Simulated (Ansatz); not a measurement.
BN (slab)

```cif
data_structure
_symmetry_space_group_name_H-M 'P 1'
_symmetry_Int_Tables_number 1
_cell_length_a 2.5088
_cell_length_b 2.5088
_cell_length_c 32.6000
_cell_angle_alpha 90.000
_cell_angle_beta 90.000
_cell_angle_gamma 120.000
_cell_volume 177.69
loop_
_atom_site_label
_atom_site_type_symbol
_atom_site_fract_x
_atom_site_fract_y
_atom_site_fract_z
_atom_site_occupancy
B1 B 0.00000 0.00000 0.44509 1
N1 N 0.66667 0.33333 0.44506 1
B2 B 0.33333 0.66667 0.55491 1
N2 N 0.66667 0.33333 0.55494 1
```

Level of theory: DFT PBE+D3(BJ), scalar-relativistic, plane waves, PAW (Ansatz).

What will maps of the valence pseudo-density and electron localisation function show?

B–N (1.45 Å): ρ at the midpoint is about 1.8 e/Å³; the ELF peaks at about 0.95 between the atoms: a polar covalent bond.

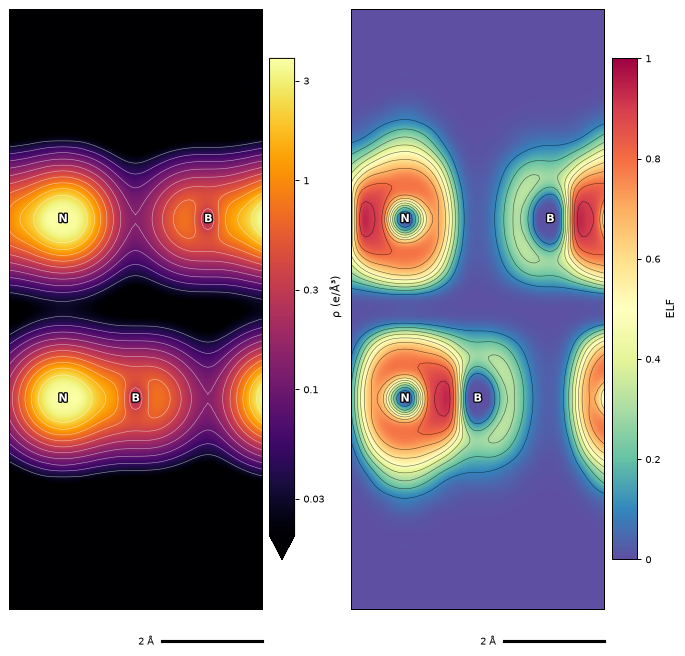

Computed valence pseudo-density and electron localisation function on the (110) plane of the calculation cell, a cut from vacuum to vacuum, in this order. 

The density is the valence pseudo-density of a PAW calculation; it isn't the true density close to the nuclei.
